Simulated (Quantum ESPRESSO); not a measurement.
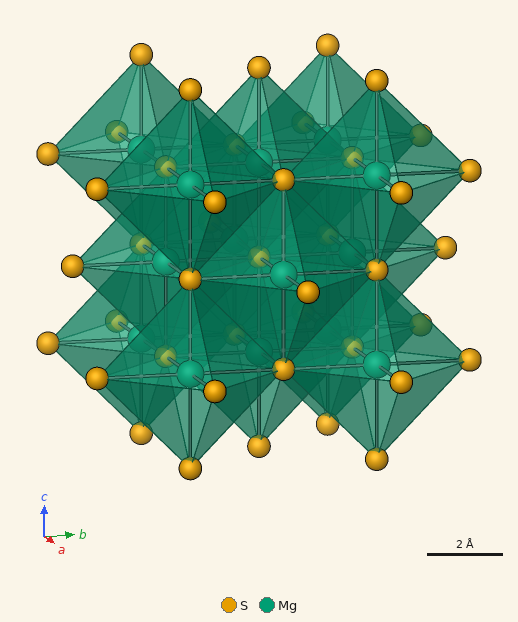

Figure 1. The structure (polyhedral view of the cell 4 times as large as that of the calculation, set on its symmetry axes, seen slightly off an axis; polyhedra are completed across the faces of the cell). An atom can appear more than once, as a periodic image.

## MgS: relaxation of cell and atoms (part 1 of 4)

MgS (Fm-3m, 2 atoms in the cell), computed with Kohn-Sham DFT of a periodic cell, LDA, SSSP 1.3 efficiency PBE, no spin polarisation (Quantum ESPRESSO 7.5).

The structure derives from an entry of the Crystallography Open Database.

### Log
```
This program is part of the open-source Quantum ESPRESSO suite
     for quantum simulation of materials; please cite
         "P. Giannozzi et al., J. Phys.:Condens. Matter 21 395502 (2009);
         "P. Giannozzi et al., J. Phys.:Condens. Matter 29 465901 (2017);
         "P. Giannozzi et al., J. Chem. Phys. 152 154105 (2020);
          URL
     in publications or presentations arising from this work. More details at

     file Mg.pbe-n-kjpaw_psl.0.3.0.UPF: wavefunction(s)  3S renormalized

     IMPORTANT: XC functional enforced from input :
     Exchange-correlation= PZ
                           (   1   1   0   0   0   0   0)
     Any further DFT definition will be discarded
     Please, verify this is what you really want

     Message from routine setup:
     using ibrav=0 with symmetry is DISCOURAGED, use correct ibrav instead

     G-vector sticks info
     --------------------
     sticks:   dense  smooth     PW     G-vecs:    dense   smooth      PW
     Sum        1675     847    253                45671    16145    2733

     Using Slab Decomposition

     bravais-lattice index     =            0
     lattice parameter (alat)  =       6.9528  a.u.
     unit-cell volume          =     237.6694 (a.u.)^3
     number of atoms/cell      =            2
     number of atomic types    =            2
     number of electrons       =         8.00
     number of Kohn-Sham states=            9
     kinetic-energy cutoff     =      63.0000  Ry
     charge density cutoff     =     506.0000  Ry
     scf convergence threshold =      4.0E-10
     mixing beta               =       0.5000
     number of iterations used =            8  plain     mixing
     energy convergence thresh.=      1.0E-05
     force convergence thresh. =      4.0E-04
     press convergence thresh. =      3.0E-01
     Exchange-correlation= PZ
                           (   1   1   0   0   0   0   0)
     nstep                     =           40

     celldm(1)=   6.952848  celldm(2)=   0.000000  celldm(3)=   0.000000
     celldm(4)=   0.000000  celldm(5)=   0.000000  celldm(6)=   0.000000

     crystal axes: (cart. coord. in units of alat)
               a(1) = (   0.000000   0.707107   0.707107 )
               a(2) = (   0.707107   0.000000   0.707107 )
               a(3) = (   0.707107   0.707107   0.000000 )

     reciprocal axes: (cart. coord. in units 2 pi/alat)
               b(1) = ( -0.707107  0.707107  0.707107 )
               b(2) = (  0.707107 -0.707107  0.707107 )
               b(3) = (  0.707107  0.707107 -0.707107 )

     PseudoPot. # 1 for S  read from file:
     s_pbe_v1.4.uspp.F.UPF
     Pseudo is Ultrasoft + core correction, Zval =  6.0
     Generated by new atomic code, or converted to UPF format
     Using radial grid of  907 points,  6 beta functions with:
                l(1) =   0
                l(2) =   0
                l(3) =   1
                l(4) =   1
                l(5) =   2
                l(6) =   2
     Q(r) pseudized with  8 coefficients,  rinner =    1.300   1.300   1.300
                                                       1.300   1.300

     PseudoPot. # 2 for Mg read from file:
     Mg.pbe-n-kjpaw_psl.0.3.0.UPF
     Pseudo is Projector augmented-wave + core cor, Zval =  2.0
     Generated using "atomic" code by A. Dal Corso  v.5.0.99 svn rev. 10869
     Shape of augmentation charge: PSQ
     Using radial grid of 1129 points,  4 beta functions with:
                l(1) =   0
                l(2) =   0
                l(3) =   1
                l(4) =   1
     Q(r) pseudized with 0 coefficients

     atomic species   valence    mass     pseudopotential
     S                 6.00    32.06000     S ( 1.00)
     Mg                2.00    24.30500     Mg( 1.00)

     48 Sym. Ops., with inversion, found

   Cartesian axes

     site n.     atom                  positions (alat units)
         1        S      tau(   1) = (   0.7071068   0.7071068   0.7071068  )
         2        Mg     tau(   2) = (   0.0000000   0.0000000   0.0000000  )

     number of k points=    35  Fermi-Dirac smearing, width (Ry)=  0.0037
                       cart. coord. in units 2pi/alat
        k(    1) = (   0.0000000   0.0000000   0.0000000), wk =   0.0027435
        k(    2) = (   0.0785674   0.0785674  -0.0785674), wk =   0.0219479
        k(    3) = (   0.1571348   0.1571348  -0.1571348), wk =   0.0219479
        k(    4) = (   0.2357023   0.2357023  -0.2357023), wk =   0.0219479
        k(    5) = (   0.3142697   0.3142697  -0.3142697), wk =   0.0219479
        k(    6) = (   0.1571348   0.0000000  -0.0000000), wk =   0.0164609
        k(    7) = (   0.2357023   0.0785674  -0.0785674), wk =   0.0658436
        k(    8) = (   0.3142697   0.1571348  -0.1571348), wk =   0.0658436
        k(    9) = (   0.3928371   0.2357023  -0.2357023), wk =   0.0658436
        k(   10) = (  -0.2357023  -0.3928371   0.3928371), wk =   0.0658436
        k(   11) = (  -0.1571348  -0.3142697   0.3142697), wk =   0.0658436
        k(   12) = (  -0.0785674  -0.2357023   0.2357023), wk =   0.0658436
        k(   13) = (  -0.0000000  -0.1571348   0.1571348), wk =   0.0329218
        k(   14) = (   0.3142697   0.0000000  -0.0000000), wk =   0.0164609
        k(   15) = (   0.3928371   0.0785674  -0.0785674), wk =   0.0658436
        k(   16) = (   0.4714045   0.1571348  -0.1571348), wk =   0.0658436
        k(   17) = (  -0.1571348  -0.4714045   0.4714045), wk =   0.0658436
        k(   18) = (  -0.0785674  -0.3928371   0.3928371), wk =   0.0658436
        k(   19) = (  -0.0000000  -0.3142697   0.3142697), wk =   0.0329218
        k(   20) = (   0.4714045   0.0000000  -0.0000000), wk =   0.0164609
        k(   21) = (   0.5499719   0.0785674  -0.0785674), wk =   0.0658436
        k(   22) = (  -0.0785674  -0.5499719   0.5499719), wk =   0.0658436
        k(   23) = (  -0.0000000  -0.4714045   0.4714045), wk =   0.0329218
        k(   24) = (   0.6285394   0.0000000  -0.0000000), wk =   0.0164609
        k(   25) = (  -0.0000000  -0.6285394   0.6285394), wk =   0.0329218
        k(   26) = (   0.3142697   0.1571348  -0.0000000), wk =   0.0658436
        k(   27) = (   0.3928371   0.2357023  -0.0785674), wk =   0.1316872
        k(   28) = (  -0.2357023  -0.3928371   0.5499719), wk =   0.1316872
        k(   29) = (   0.4714045   0.1571348  -0.0000000), wk =   0.0658436
        k(   30) = (  -0.1571348  -0.4714045   0.6285394), wk =   0.1316872
        k(   31) = (  -0.0785674  -0.3928371   0.5499719), wk =   0.1316872
        k(   32) = (   0.0000000  -0.3142697   0.4714045), wk =   0.0658436
        k(   33) = (  -0.0785674  -0.5499719   0.7071068), wk =   0.0658436
        k(   34) = (  -0.0000000  -0.4714045   0.6285394), wk =   0.0658436
        k(   35) = (  -0.0785674  -0.3928371   0.7071068), wk =   0.0658436

     Dense  grid:    45671 G-vectors     FFT dimensions: (  50,  50,  50)

     Smooth grid:    16145 G-vectors     FFT dimensions: (  36,  36,  36)

     Initial potential from superposition of free atoms

     starting charge       7.9990, renormalised to       8.0000
     Starting wfcs are    8 randomized atomic wfcs +    1 random wfcs

     Self-consistent Calculation

     iteration #  1     ecut=    63.00 Ry     beta= 0.50
     Davidson diagonalization with overlap
     ethr =  1.00E-02,  avg # of iterations =  6.3

     Threshold (ethr) on eigenvalues was too large:
     Diagonalizing with lowered threshold

     Davidson diagonalization with overlap
     ethr =  9.40E-04,  avg # of iterations =  1.2

     total energy              =     -56.15280930 Ry
     estimated scf accuracy    <       0.07468133 Ry

     iteration #  2     ecut=    63.00 Ry     beta= 0.50
     Davidson diagonalization with overlap
     ethr =  9.34E-04,  avg # of iterations =  2.0

     total energy              =     -56.16634070 Ry
     estimated scf accuracy    <       0.00303329 Ry

     iteration #  3     ecut=    63.00 Ry     beta= 0.50
     Davidson diagonalization with overlap
     ethr =  3.79E-05,  avg # of iterations =  4.8

     total energy              =     -56.16653657 Ry
     estimated scf accuracy    <       0.00067914 Ry

     iteration #  4     ecut=    63.00 Ry     beta= 0.50
     Davidson diagonalization with overlap
     ethr =  8.49E-06,  avg # of iterations =  4.2

     total energy              =     -56.16682241 Ry
     estimated scf accuracy    <       0.00000440 Ry

     iteration #  5     ecut=    63.00 Ry     beta= 0.50
     Davidson diagonalization with overlap
     c_bands:  1 eigenvalues not converged
     ethr =  5.49E-08,  avg # of iterations =  6.8

     total energy              =     -56.16686370 Ry
     estimated scf accuracy    <       0.00000057 Ry

     iteration #  6     ecut=    63.00 Ry     beta= 0.50
     Davidson diagonalization with overlap
     ethr =  7.17E-09,  avg # of iterations =  3.0

     total energy              =     -56.16686386 Ry
     estimated scf accuracy    <       0.00000001 Ry

     iteration #  7     ecut=    63.00 Ry     beta= 0.50
     Davidson diagonalization with overlap
     ethr =  1.25E-10,  avg # of iterations =  6.6

     End of self-consistent calculation

          k = 0.0000 0.0000 0.0000 (  1989 PWs)   bands (ev):

    -7.8313   4.9087   4.9087   4.9087   8.3420  12.7163  12.7163  15.1241
    17.7872

          k = 0.0786 0.0786-0.0786 (  2004 PWs)   bands (ev):

    -7.7092   4.0045   4.8276   4.8276   9.0529  12.4208  12.9274  12.9274
    14.5212

          k = 0.1571 0.1571-0.1571 (  2000 PWs)   bands (ev):

    -7.3702   2.4149   4.6395   4.6395   9.6479  12.7099  12.7099  12.7488
    14.7216

          k = 0.2357 0.2357-0.2357 (  2006 PWs)   bands (ev):

    -6.9130   0.9757   4.4500   4.4500   9.4688  12.0400  12.0400  14.0520
    16.2320

          k = 0.3143 0.3143-0.3143 (  2009 PWs)   bands (ev):

    -6.5513   0.0922   4.3375   4.3375   9.2631  11.6488  11.6488  14.7232
    16.6909

          k = 0.1571 0.0000-0.0000 (  2017 PWs)   bands (ev):

    -7.6690   4.0318   4.6389   4.6389   9.3407  11.9129  13.2485  13.2485
    13.4853

          k = 0.2357 0.0786-0.0786 (  2000 PWs)   bands (ev):

    -7.4031   2.8438   4.3853   4.4643  10.0728  11.6362  12.3615  13.4870
    14.1863

          k = 0.3143 0.1571-0.1571 (  1995 PWs)   bands (ev):

    -6.9827   1.4536   4.1841   4.1917  10.0314  11.5472  12.6940  12.8850
    15.5751

          k = 0.3928 0.2357-0.2357 (  1996 PWs)   bands (ev):

    -6.5759   0.4219   3.8872   4.1291   9.8324  11.1180  12.2629  14.3030
    16.3511

          k =-0.2357-0.3928 0.3928 (  1996 PWs)   bands (ev):

    -6.4428   0.1279   3.6983   4.2141   9.8351  11.0818  11.9478  15.0609
    16.8393

          k =-0.1571-0.3143 0.3143 (  2009 PWs)   bands (ev):

    -6.6958   0.7050   3.6863   4.4170  10.0333  11.4595  12.0159  14.0791
    15.9593

          k =-0.0786-0.2357 0.2357 (  2002 PWs)   bands (ev):

    -7.1334   1.8844   3.8859   4.6629  10.2738  12.1643  12.4915  12.5900
    14.2897

          k =-0.0000-0.1571 0.1571 (  2013 PWs)   bands (ev):

    -7.5148   3.1833   4.3252   4.8356   9.8256  12.0258  13.0037  13.2303
    13.3800

          k = 0.3143 0.0000-0.0000 (  2008 PWs)   bands (ev):

    -7.2235   2.6220   4.0630   4.0630   9.9997  10.6553  12.5542  14.5373
    14.5373

          k = 0.3928 0.0786-0.0786 (  2008 PWs)   bands (ev):

    -6.8801   1.7539   3.6728   3.8239   9.5528  10.5805  12.8450  14.3854
    15.7601

          k = 0.4714 0.1571-0.1571 (  2008 PWs)   bands (ev):

    -6.4997   0.9206   3.0953   3.7486   9.3230  11.3005  13.0873  13.6228
    17.0310

          k =-0.1571-0.4714 0.4714 (  2010 PWs)   bands (ev):

    -6.2918   0.5346   2.6208   3.8574   9.4625  11.7334  13.0178  14.0358
    17.0720

          k =-0.0786-0.3928 0.3928 (  1997 PWs)   bands (ev):

    -6.4105   0.7738   2.4786   4.1186   9.9898  11.8911  12.6740  13.7662
    16.1947

          k =-0.0000-0.3143 0.3143 (  2003 PWs)   bands (ev):

    -6.7627   1.3517   2.9024   4.4398  10.7597  11.9979  12.3408  12.5441
    14.7515

          k = 0.4714 0.0000-0.0000 (  2016 PWs)   bands (ev):

    -6.6362   1.4335   3.5295   3.5295   8.5514   9.7019  14.4402  16.1134
    16.1134

          k = 0.5500 0.0786-0.0786 (  2005 PWs)   bands (ev):

    -6.3455   1.0040   2.9825   3.4071   8.2884   9.8870  14.8078  15.4625
    17.2978

          k =-0.0786-0.5500 0.5500 (  2020 PWs)   bands (ev):

    -6.1568   0.9493   2.0562   3.4885   8.5350  11.0959  14.5190  14.6494
    17.0666

          k =-0.0000-0.4714 0.4714 (  2015 PWs)   bands (ev):

    -6.1868   1.1913   1.5160   3.7533   9.1166  12.4729  13.5981  14.0068
    16.3818

          k = 0.6285 0.0000-0.0000 (  2012 PWs)   bands (ev):

    -6.1842   0.7264   3.2276   3.2276   7.5664   9.2072  16.3635  17.6457
    17.6458

          k =-0.0000-0.6285 0.6285 (  2014 PWs)   bands (ev):

    -6.1076   0.7311   2.7069   3.2571   7.8147   9.6522  16.1022  16.1931
    17.5589

          k = 0.3143 0.1571-0.0000 (  1998 PWs)   bands (ev):

    -7.0959   2.0840   3.6730   4.3739  10.5697  11.3076  11.8033  13.7912
    14.4547

          k = 0.3928 0.2357-0.0786 (  2007 PWs)   bands (ev):

    -6.6904   1.1527   3.1698   4.1168  10.4570  11.1540  12.3158  13.4473
    15.7496

          k =-0.2357-0.3928 0.5500 (  2007 PWs)   bands (ev):

    -6.3788   0.4903   2.9713   3.8960  10.3813  10.7026  12.8504  14.1127
    17.0014

          k = 0.4714 0.1571-0.0000 (  2014 PWs)   bands (ev):

    -6.5568   1.2742   3.0826   3.5680   9.2697  10.5264  13.0437  15.0501
    16.1794

          k =-0.1571-0.4714 0.6285 (  2007 PWs)   bands (ev):

    -6.2681   0.9488   2.4380   3.3300   9.3935  11.3650  12.7905  14.6942
    17.1683

          k =-0.0786-0.3928 0.5500 (  2005 PWs)   bands (ev):

    -6.1867   0.9404   1.9850   3.4206   9.7258  11.7936  13.4565  13.7021
    16.8362

          k = 0.0000-0.3143 0.4714 (  2005 PWs)   bands (ev):

    -6.3687   1.0424   2.2332   3.7543  10.2641  11.6389  12.3689  14.0090
    16.3894

          k =-0.0786-0.5500 0.7071 (  2008 PWs)   bands (ev):

    -6.1562   0.8783   2.7526   2.9475   8.4013  10.0955  14.6166  15.8186
    17.8138

          k =-0.0000-0.4714 0.6285 (  2010 PWs)   bands (ev):

    -6.0929   1.1282   1.8963   3.0234   9.0072  11.2674  13.8758  14.5190
    17.6635

          k =-0.0786-0.3928 0.7071 (  2004 PWs)   bands (ev):

    -6.1072   1.2860   1.8666   2.7331   9.9015  12.1525  12.3891  13.8604
    18.2931

     the Fermi energy is     6.0785 ev

!    total energy              =     -56.16686389 Ry
     estimated scf accuracy    <          3.1E-10 Ry
     smearing contrib. (-TS)   =      -0.00000000 Ry
     internal energy E=F+TS    =     -56.16686389 Ry

     The total energy is F=E-TS. E is the sum of the following terms:
     one-electron contribution =       1.77243599 Ry
     hartree contribution      =       3.08100782 Ry
     xc contribution           =     -10.06385039 Ry
     ewald contribution        =     -21.31110341 Ry
     one-center paw contrib.   =     -29.64535391 Ry

     convergence has been achieved in   7 iterations

     Forces acting on atoms (cartesian axes, Ry/au):

     atom    1 type  1   force =    -0.00000000   -0.00000000    0.00000000
     atom    2 type  2   force =     0.00000000    0.00000000   -0.00000000

     Total force =     0.000000     Total SCF correction =     0.000000

     Computing stress (Cartesian axis) and pressure

          total   stress  (Ry/bohr**3)                   (kbar)     P=      -26.96
  -0.00018325  -0.00000000  -0.00000000          -26.96       -0.00       -0.00
  -0.00000000  -0.00018325  -0.00000000           -0.00      -26.96       -0.00
  -0.00000000  -0.00000000  -0.00018325           -0.00       -0.00      -26.96

     BFGS Geometry Optimization
     Energy error            =      1.8E-03 Ry
     Gradient error          =      4.1E-32 Ry/Bohr
     Cell gradient error     =      4.7E+01 kbar

     number of scf cycles    =   1
     number of bfgs steps    =   0

     enthalpy           new  =     -56.1345510237 Ry

     new trust radius        =       0.0246052330 bohr
     new conv_thr            =       0.0000000004 Ry

     new unit-cell volume =    232.02474 a.u.^3 (    34.38252 Ang^3 )
     density =      2.72221 g/cm^3
```
